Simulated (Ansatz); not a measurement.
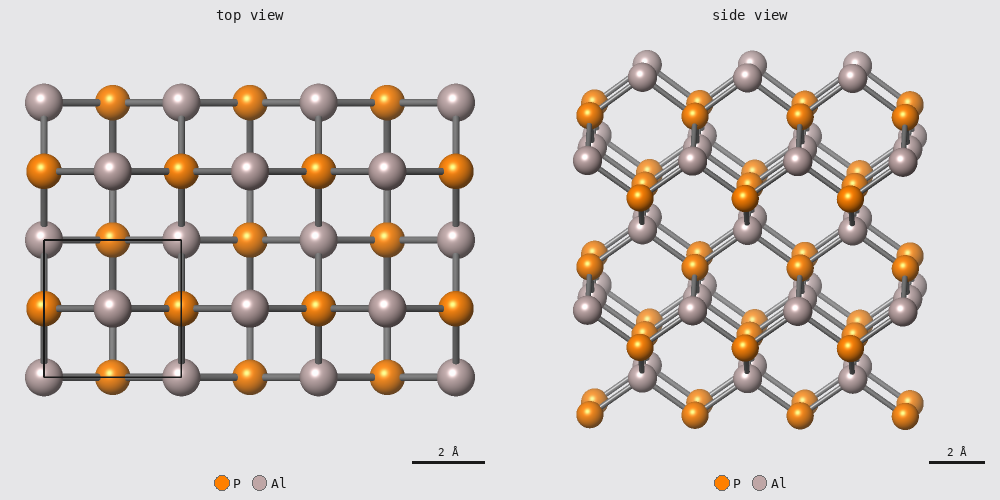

AlP(100) (F-43m bulk, 10 atomic planes (those closer than 0.6 Å count as one), 12 Å, Al-terminated), seen from above and from the side.

These are results of DFT PBE, scalar-relativistic, plane waves, PAW (Ansatz 0.2.0), not measurements. Cutoff 420 eV, 22 × 22 k-points, Gaussian smearing 0.05 eV, dipole correction. The slab is a cut without reconstruction beyond its cell, at the source's lattice constants, with its lower half held fixed and the rest relaxed. Real surfaces of this kind mostly reconstruct in larger cells, which this cell doesn't allow. No spin polarisation. The run couldn't confirm all of its levels under its output density. The run warns that the functional's potential is rough in the thin density of the vacuum, where the tip is; weak contrasts and barriers may feel it.

Images follow the Tersoff–Hamann model: the current is the local density of the sample's states between the Fermi level and the bias, at the tip's centre. Bias windows are sharp sums over the levels of the k mesh.

The calculation's input:

```yaml
crystal:
  lattice:
    - [3.85443906, 0.0, 0.0]
    - [0.0, 3.85443906, 0.0]
    - [0.0, 0.0, 32.264749988]
  atoms:
    - { symbol: P, position: [0.0, 0.5, 0.3099357659] }
    - { symbol: Al, position: [0.5, 0.5, 0.3521722613] }
    - { symbol: P, position: [0.5, 0.0, 0.3944087568] }
    - { symbol: Al, position: [0.0, 0.0, 0.4366452522] }
    - { symbol: P, position: [0.0, 0.5, 0.4788817476] }
    - { symbol: Al, position: [0.5, 0.5, 0.5216669192] }
    - { symbol: P, position: [0.5, 0.0, 0.5653207307] }
    - { symbol: Al, position: [0.0, 0.0, 0.6077951658] }
    - { symbol: P, position: [0.0, 0.5, 0.651754847] }
    - { symbol: Al, position: [0.5, 0.5, 0.6960316164] }
basis:
  ecutwfc: 420.0
  fft_grid_basis: typed
kpoints:
  mp_grid: { grid: [22, 22, 1] }
hamiltonian:
  xc: pbe
scf:
  occupations: { method: gaussian, width: 0.05 }
output:
  forces: true
  eigenvalues: true
  band_densities:
    - { e_range: [-2.0, -1.0] }
    - { e_range: [-1.0, -0.5] }
    - { e_range: [-0.5, -0.25] }
    - { e_range: [-0.25, 0.0] }
    - { e_range: [0.0, 0.25] }
    - { e_range: [0.25, 0.5] }
    - { e_range: [0.5, 1.0] }
    - { e_range: [1.0, 1.5] }
  band_residual_tolerance: 1.0e-05
  write_potential: true
  elf: true
  write_density: true
  volumetric_format: npy
efield:
  axis: 3
  dipole_correction: true
  ramp_width: 0.04
checkpoint:
  read: start.run
  write: ck
  compress: false
  write_wavefunctions: false
  write_every: 100000
```

Run with:

```sh
ansatz run input.yaml --threads 1 --pin off --max-ram 2211MiB --backend cpu --events-out ev --progress --plain --runs-dir out
```

This last single point, started from the relaxation's saved density, took 6.6 min on 1 thread of AMD EPYC 7R43 64-Core Processor (Zen 3), with other jobs on the host, peak memory 1.7 GiB.

Question: Predict the constant-current image at a set point of 7.6 × 10⁻⁵ e/Å³ at −1.00 V.

Answer: The brightest spots lie over the top Al atoms; the darkest points are over the sites above the Al atoms 2.8 Å below the top plane. The corrugation is 36 pm at a mean tip height of 4.0 Å.

Question: Predict the constant-current image at a set point of 1.6 × 10⁻⁶ e/Å³ at +0.50 V.

Answer: The brightest spots lie over the top Al atoms; the darkest points are over the sites above the Al atoms 2.8 Å below the top plane. The corrugation is 29 pm at a mean tip height of 5.0 Å.

The computed images, with the atoms seen from above drawn over one corner (deeper ones smaller):

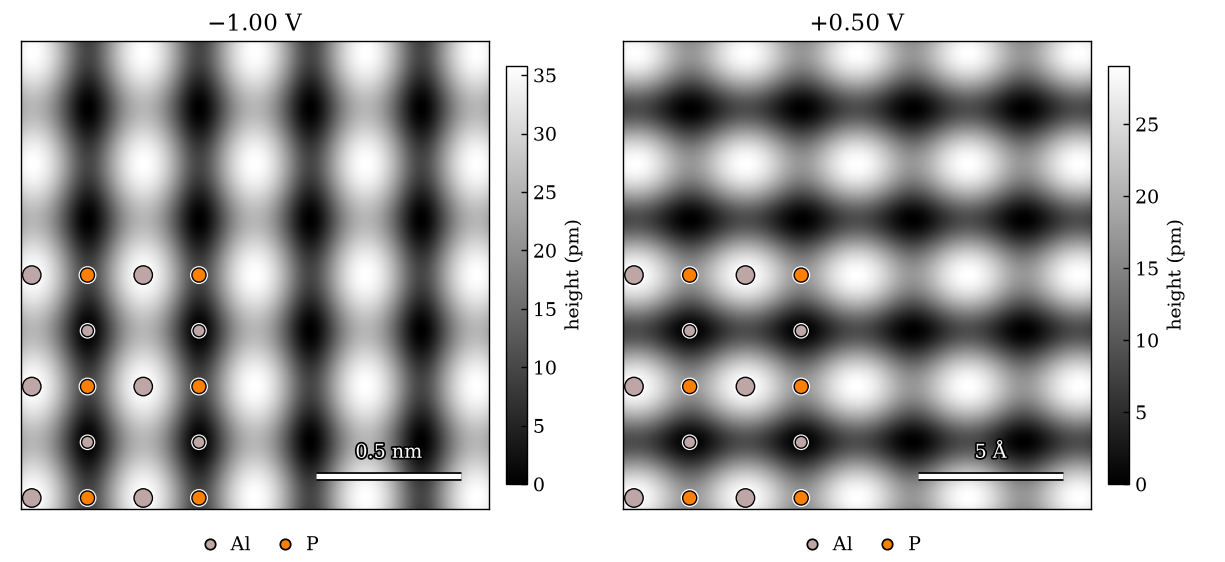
